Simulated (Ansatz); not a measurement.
## Ta$_{4}$N$_{3}$: geometry relaxation (part 1 of 2)

Ta$_{4}$N$_{3}$ (slab, 7 atoms in the cell), computed with DFT r2SCAN, scalar-relativistic, plane waves, PAW, no spin polarisation (Ansatz 0.2.0).

The structure derives from an entry of the Crystallography Open Database. The input holds or restrains some coordinates. Forces given for the steps count only the free coordinates. It belongs to a series of runs on one base structure; here: clean slab, lower half held.

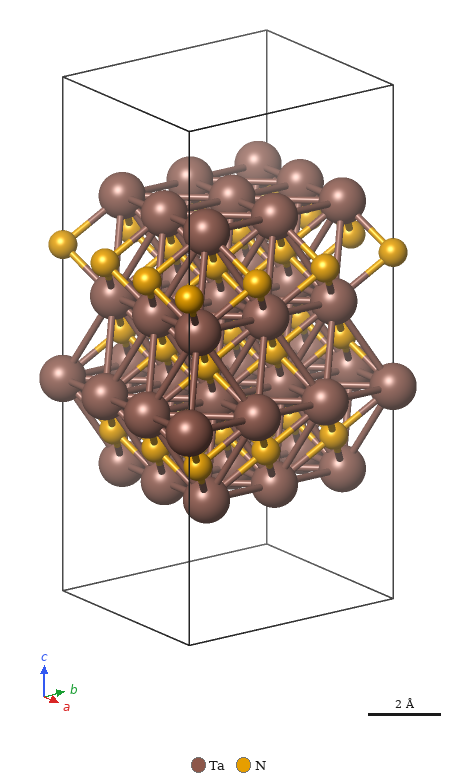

*The input geometry (ball-and-stick view of the 3 × 3 repeat of the cell, with the vacuum cut short, seen slightly off an axis). An atom can appear more than once, as a periodic image.*

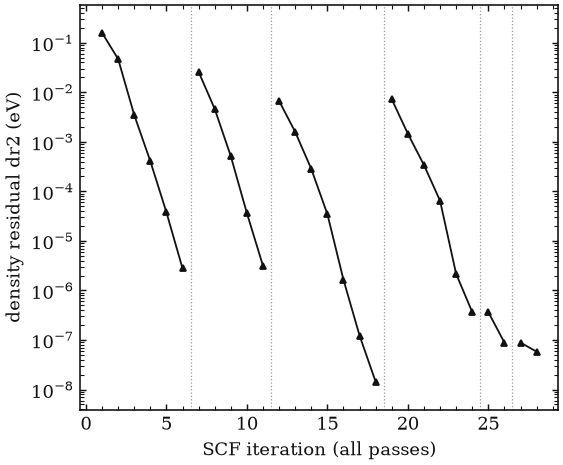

*Convergence of the self-consistent field: density residual dr2 against the SCF iteration. Dotted lines part the SCF passes that the log prints in full.*

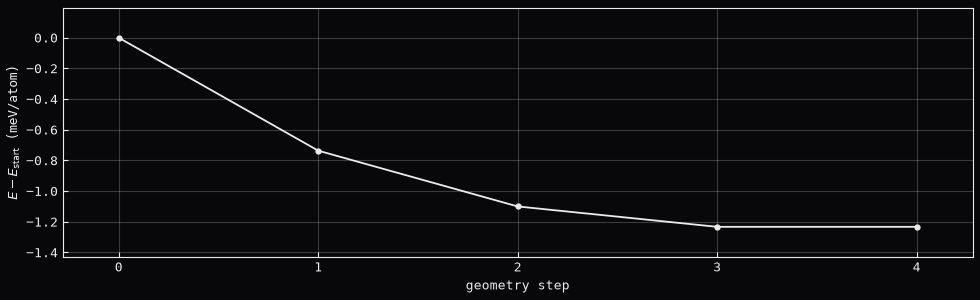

*Progress of the restrained relaxation, step by step (the first geometry is step 0 here and step 1 in the log).*

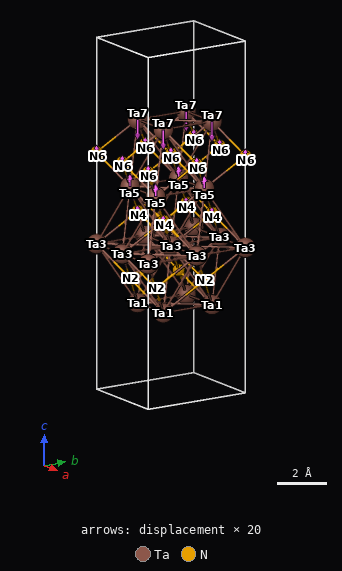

*The starting structure with the displacements as pink arrows, magnified 20 times (ball-and-stick view of the 2 × 2 repeat of the cell, with the vacuum cut short, seen slightly off an axis).*

The atom that moves furthest is Ta7 (0.044 Å). By element the largest moves are Ta 0.044 Å, N 0.016 Å. The cell stays as it was. Among the contacts that change: Ta5–Ta7 3.109 → 3.050 Å, N6–Ta7 2.198 → 2.164 Å, Ta3–Ta5 3.109 → 3.132 Å, N4–Ta5 2.198 → 2.207 Å. After 4 geometry steps the energy has fallen by 1.2 meV per atom. The largest force component goes from 0.3 to 0.029 eV/Å. (Atoms are counted from 1 in the order of the input.)

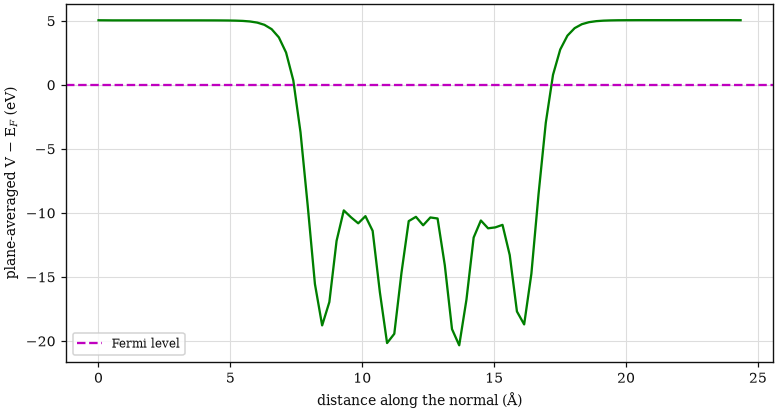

*Plane average of the electrostatic potential energy of an electron across the cell, from the Fermi level.*

The vacuum level lies 5.06 eV above the Fermi level.

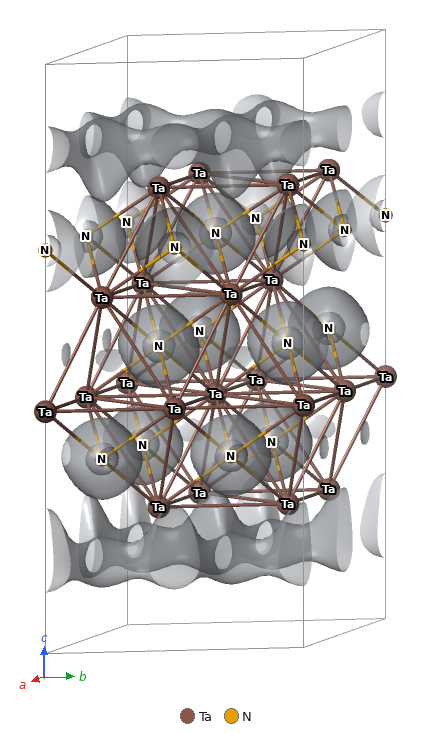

*Isosurface of the electron localisation function at 0.6 (grey), seen slightly off an axis. Only the valence region is drawn (cores and ρ < 0.01 e/Å³ removed). Sticks mark near contacts.*

Along the contacts the grid gives the following. Ta–N (2.16 Å): the ELF peaks at about 0.80 in the valence shell of N, 0.6 Å from its nucleus, and drops to about 0.15 between the two atoms; a polar contact without a shared pair, in a metal. Ta–Ta (3.05 Å): the ELF is about 0.25 at the midpoint (no localised pair between them). In a PAW calculation such maps are meaningful between the atoms, not at the nuclei.

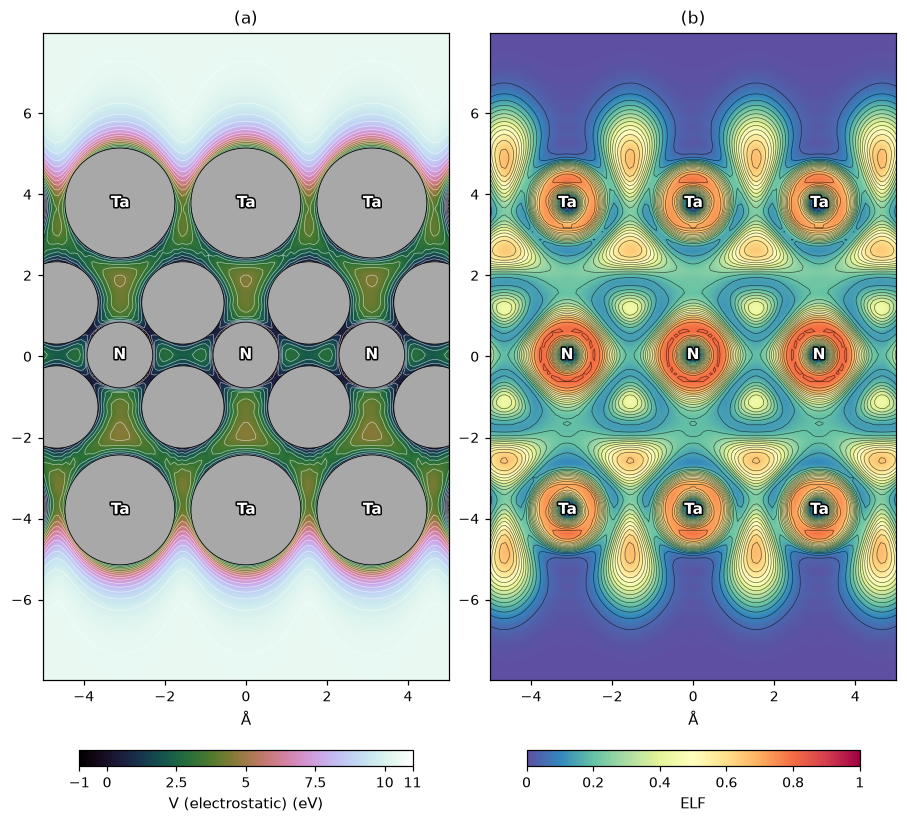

*(a) electrostatic potential energy of an electron; (b) electron localisation function on the (11̄0) plane of the calculation cell, a cut from vacuum to vacuum. Grey discs, where drawn, cover atomic cores.*

The section cuts through Ta and N sites. Ta–Ta (3.11 Å): the ELF is about 0.30 at the midpoint (no shared electron pair). The strong features right at Ta lie inside the PAW spheres (semicore, d or f shells) and say nothing about bonding.

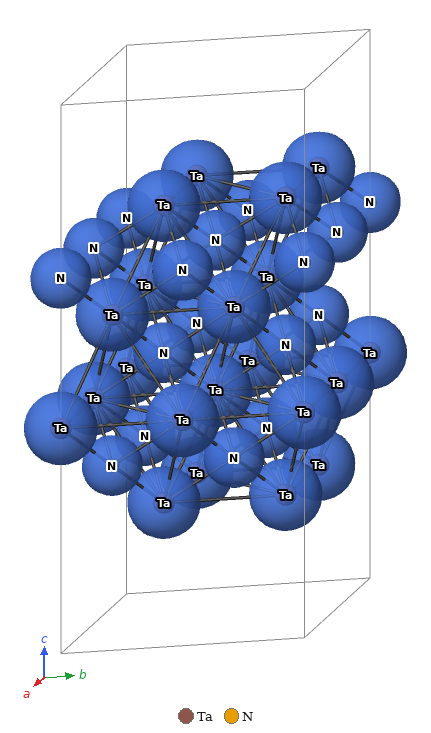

*Isosurface of the valence pseudo-density at 1 e/Å³ (blue), seen slightly off an axis. Sticks mark near contacts.*

At this value the density breaks into separate islands; it holds about 60 % of the electrons treated as valence (semicore included). It is pinched off along the Ta–N (2.16 Å), Ta–Ta (3.05 Å), Ta–N (2.21 Å) and Ta–Ta (3.11 Å) contacts. On the grid the lowest density along these lines, outside the cores, is 0.59 e/Å³ (Ta–N, 2.16 Å), 0.25 e/Å³ (Ta–Ta, 3.05 Å), 0.52 e/Å³ (Ta–N, 2.21 Å) and 0.23 e/Å³ (Ta–Ta, 3.11 Å).

The input that produced these results follows, with the program's output.

**The input**
```yaml
crystal:
  lattice:
    - [3.1088180366, 0.0, 0.0]
    - [-1.5544090183, 2.6923153954, 0.0]
    - [0.0, 0.0, 24.6150178928]
  atoms:
    - { symbol: Ta, position: [0.3333333333, 0.6666666667, 0.3453176446] }
    - { symbol: "N", position: [0.6666666667, 0.3333333333, 0.3968784297] }
    - { symbol: Ta, position: [0.0, 0.0, 0.4484392149] }
    - { symbol: "N", position: [0.3333333333, 0.6666666667, 0.5] }
    - { symbol: Ta, position: [0.6666666667, 0.3333333333, 0.5515607851] }
    - { symbol: "N", position: [0.0, 0.0, 0.6031215703] }
    - { symbol: Ta, position: [0.3333333333, 0.6666666667, 0.6546823554] }
basis:
  ecutwfc: 500
kpoints:
  mp_grid: { grid: [9, 9, 1] }
hamiltonian:
  xc: r2scan
scf:
  occupations: { method: gaussian, width: 0.1 }
output:
  forces: true
  eigenvalues: true
  write_density: true
  write_potential: true
  elf: true
  volumetric_format: npy
relax:
  adjacent_minimum: "off"
  f_tol: 0.03
  max_steps: 70
  constraints: [{ sites: [0, 1, 2] }]
efield:
  axis: 3
  dipole_correction: true
  ramp_width: 0.04
```

Command:
```bash
ansatz run input.yaml --threads 2 --pin off --max-ram 5120MiB --backend cpu --events-out ev --progress --plain --runs-dir out
```

**What the program printed**
```
Engine: ansatz 0.2.0, x86_64-unknown-linux-gnu
Pseudopotentials: kind: paw
Pseudopotential: Ta, paw, valence charge 13, recommended cutoff 500 eV (meta_gga), Ta.paw.azcp
Pseudopotential: N, paw, valence charge 5, recommended cutoff 500 eV (meta_gga), N.paw.azcp
Functional definition: r2SCAN
  parameter k0 = 0.174
  parameter k1 = 0.065
  parameter a1 = 4.9479
  exchange = r2scan_x(k0 = k0, k1 = k1, a1 = a1)
  correlation = r2scan_c
Crystal: 7 atoms, lattice volume = 206.026 Å³
Basis set: ecut = 500 eV, 5237 PW (Γ), exchange–correlation on 96×96×720 points (64 copies of the dense FFT grid, shifted against one another)
Bands: 41, of which v1, the nominal top of the filled ones, is band 34 counted from 1 (33 counted from 0)
Symmetry: 6 space group operations
k-points: 12 of 81 (time reversal used)
Non-local potential: Ta, projectors of the file, l = 0: 3, l = 1: 2, l = 2: 2, l = 3: 1
Non-local potential: N, projectors of the file, l = 0: 2, l = 1: 2, l = 2: 1
PAW form: soft (Blöchl's): semilocal exchange-correlation on the pseudo side does not see the compensation charge
PAW frozen core: Ta, regenerated for the run's functional (the file was generated under x = pbe(κ = 0.804, μ = 0.2195149727645171), c = pbe(β = 0.06672455060314922))
PAW frozen core: N, regenerated for the run's functional (the file was generated under x = pbe(κ = 0.804, μ = 0.2195149727645171), c = pbe(β = 0.06672455060314922))
PAW one-centre angular grid: Ta, 590 points (default); XC on 160 Gauss nodes
PAW one-centre angular grid: N, 302 points (default); XC on 160 Gauss nodes
Initial density: superposition of atomic densities (neutral atoms: chi_scale 0, normalization atom), corrected by the library's trained network
Initial wavefunctions: pseudopotential atomic-orbital guess
Functional: x = r2scan, c = r2scan; τ floored in thin density (d = 2e-4 eV/Å³)
SCF iter   1: F=—  HF=-40934.509426 eV  |F-HF|=—  |Δ(HF+E_count)|=         —  Δρ=7.37e-3  dr2=1.59e-1  dr2_τ=4.07e-1  ethr=1.77e-3  p=0.000 e·Å  D=1.69e-13 V/Å  ΔV_dip=-0.00 eV  dr2_dipole=5.32e-7  V_vac-E_F(+/−)=5.47/5.47 eV  ⟨swp⟩=8.6  Hψ=2552  notcnv=0
efield: sawtooth ramp at fractional position 0.9800 (placed from the atoms, in the widest stretch of the axis that holds none; the zero of the levels goes with the place), width 0.0400; the density the first Hamiltonian is built on has a dipole p = 0.000 e·Å; the dipole correction subtracts the counter field D = 1.69e-13 V/Å, which shifts the + side's vacuum level by -0.00 eV against the − side's; the planar-averaged density in the ramp window peaks in size at 1.2e-5 e/Å³
preconditioner: auto → LDOS  [metal: Δε(μ)=0.056 eV  Ē_g=9.055 eV  σ=0.100 eV  W_gap=0.31  n_scr=16 (ndim 8)  ℏωp=15.3 eV  f_vac=0.520  D(μ)=4.49/eV (n_scr^D=14)  β→1.0]
SCF iter   2: F=—  HF=-40934.699941 eV  |F-HF|=—  |Δ(HF+E_count)|=   1.91e-1  Δρ=3.65e-3  dr2=4.70e-2  dr2_τ=1.73e-3  ethr=2.37e-4  p=-0.000 e·Å  D=-2.80e-5 V/Å  ΔV_dip=0.00 eV  dr2_dipole=9.72e-7  V_vac-E_F(+/−)=5.03/5.03 eV  ⟨swp⟩=3.1  Hψ=1230  notcnv=0  defer=18
SCF iter   3: F=—  HF=-40934.697021 eV  |F-HF|=—  |Δ(HF+E_count)|=   2.92e-3  Δρ=1.09e-3  dr2=3.49e-3  dr2_τ=2.94e-4  ethr=7.01e-5  p=-0.000 e·Å  D=-3.79e-6 V/Å  ΔV_dip=0.00 eV  dr2_dipole=1.39e-7  V_vac-E_F(+/−)=5.10/5.10 eV  ⟨swp⟩=2.2  Hψ=887  notcnv=0  defer=18
SCF iter   4: F=—  HF=-40934.697367 eV  |F-HF|=—  |Δ(HF+E_count)|=   3.46e-4  Δρ=3.66e-4  dr2=4.08e-4  dr2_τ=5.46e-5  ethr=5.21e-6  p=-0.000 e·Å  D=-2.50e-6 V/Å  ΔV_dip=0.00 eV  dr2_dipole=1.42e-8  V_vac-E_F(+/−)=5.07/5.07 eV  ⟨swp⟩=3.2  Hψ=1008  notcnv=0  defer=18
SCF iter   5: F=—  HF=-40934.697312 eV  |F-HF|=—  |Δ(HF+E_count)|=   5.58e-5  Δρ=7.47e-5  dr2=3.79e-5  dr2_τ=1.92e-6  ethr=6.10e-7  p=-0.000 e·Å  D=-4.43e-7 V/Å  ΔV_dip=0.00 eV  dr2_dipole=2.57e-9  V_vac-E_F(+/−)=5.07/5.07 eV  ⟨swp⟩=2.5  Hψ=869  notcnv=0  defer=18
SCF iter   6: F=-40934.697319 eV  HF=-40934.697320 eV  |F-HF|=1.18e-6  |Δ(HF+E_count)|=   8.65e-6  Δρ=2.94e-5  dr2=2.80e-6  dr2_τ=3.55e-7  ethr=3.36e-8  p=-0.000 e·Å  D=-7.86e-8 V/Å  ΔV_dip=0.00 eV  dr2_dipole=3.00e-10  V_vac-E_F(+/−)=5.07/5.07 eV  ⟨swp⟩=24.4  Hψ=6158  notcnv=0
SCF 1 converged in 6 iterations: F = -40934.697319 eV  dr2 = 2.80e-6
  Residual-converged pass: ⟨swp⟩=1.0  Hψ=540  notcnv=0  max |occ|·‖R‖ = 7.0e-9 eV (tolerance 1.0e-8 eV)  dr2=2.80e-6  dr2_τ=3.55e-7  dr2_onsite=4.16e-8  max |Δocc| = 1.5e-10
  greatest PAW one-centre occupation: 0.998 electrons in one spin orbital (limit 2), on the Ta atom at site 4 (counted from 0), in its partial waves of l = 0
relax step   1: F+E_penalty+E_count = -40934.69731912 eV  Δ(F+E_penalty+E_count) = +0.000e0 eV  max|allowed force component| = 2.975e-1 eV/Å  Δτ_max = 0.0000 Å  (6 SCF iters, dr2 threshold 2.25e-5 eV, accepted)
Initial density: handed on by an earlier stage of this run
Initial wavefunctions: those handed on with the density
iter 1 solved again at ethr=4.24e-5 eV; its pass at ethr=3.10e-3 eV (dr2=2.84e-2 eV) is discarded
SCF iter   1: F=—  HF=-40934.659553 eV  |F-HF|=—  |Δ(HF+E_count)|=         —  Δρ=1.64e-3  dr2=2.59e-2  dr2_τ=1.13e-1  ethr=4.24e-5  p=-0.000 e·Å  D=-9.59e-8 V/Å  ΔV_dip=0.00 eV  dr2_dipole=1.16e-3  V_vac-E_F(+/−)=5.07/5.07 eV  ⟨swp⟩=2.2  Hψ=1497  notcnv=0  defer=17
efield: sawtooth ramp at fractional position 0.9800 (handed on by an earlier solve), width 0.0400; the density the first Hamiltonian is built on has a dipole p = -0.000 e·Å; the dipole correction subtracts the counter field D = -9.59e-8 V/Å, which shifts the + side's vacuum level by +0.00 eV against the − side's; the planar-averaged density in the ramp window peaks in size at 2.4e-6 e/Å³
preconditioner: auto → LDOS  [metal: Δε(μ)=0.008 eV  Ē_g=9.006 eV  σ=0.100 eV  W_gap=0.05  n_scr=16 (ndim 8)  ℏωp=15.3 eV  f_vac=0.524  D(μ)=5.15/eV (n_scr^D=16)  β→1.0]
SCF iter   2: F=—  HF=-40934.703461 eV  |F-HF|=—  |Δ(HF+E_count)|=   4.39e-2  Δρ=1.09e-3  dr2=4.62e-3  dr2_τ=2.28e-4  ethr=3.86e-5  p=0.002 e·Å  D=1.32e-3 V/Å  ΔV_dip=-0.03 eV  dr2_dipole=4.65e-4  V_vac-E_F(+/−)=5.03/5.06 eV  ⟨swp⟩=2.3  Hψ=811  notcnv=0  defer=17
SCF iter   3: F=—  HF=-40934.702432 eV  |F-HF|=—  |Δ(HF+E_count)|=   1.03e-3  Δρ=2.92e-4  dr2=5.14e-4  dr2_τ=4.08e-5  ethr=6.90e-6  p=0.000 e·Å  D=1.98e-4 V/Å  ΔV_dip=-0.00 eV  dr2_dipole=1.66e-6  V_vac-E_F(+/−)=5.06/5.06 eV  ⟨swp⟩=2.9  Hψ=819  notcnv=0  defer=17
SCF iter   4: F=—  HF=-40934.702470 eV  |F-HF|=—  |Δ(HF+E_count)|=   3.79e-5  Δρ=6.23e-5  dr2=3.64e-5  dr2_τ=8.25e-7  ethr=7.68e-7  p=-0.000 e·Å  D=-1.10e-5 V/Å  ΔV_dip=0.00 eV  dr2_dipole=1.24e-6  V_vac-E_F(+/−)=5.06/5.06 eV  ⟨swp⟩=2.0  Hψ=687  notcnv=0  defer=17
SCF iter   5: F=-40934.702472 eV  HF=-40934.702474 eV  |F-HF|=2.30e-6  |Δ(HF+E_count)|=   4.54e-6  Δρ=2.35e-5  dr2=3.15e-6  dr2_τ=1.03e-7  ethr=8.26e-9  p=-0.000 e·Å  D=-7.16e-5 V/Å  ΔV_dip=0.00 eV  dr2_dipole=2.73e-7  V_vac-E_F(+/−)=5.06/5.06 eV  ⟨swp⟩=23.9  Hψ=6041  notcnv=0
SCF 2 converged in 5 iterations: F = -40934.702472 eV  dr2 = 3.15e-6
  Residual-converged pass: ⟨swp⟩=1.0  Hψ=540  notcnv=0  max |occ|·‖R‖ = 7.0e-9 eV (tolerance 1.0e-8 eV)  dr2=3.15e-6  dr2_τ=1.03e-7  dr2_onsite=2.41e-8  max |Δocc| = 7.9e-11
relax step   2: F+E_penalty+E_count = -40934.70247212 eV  Δ(F+E_penalty+E_count) = -5.153e-3 eV  max|allowed force component| = 1.107e-1 eV/Å  Δτ_max = 0.0374 Å  (5 SCF iters, dr2 threshold 5.53e-6 eV, accepted)
```
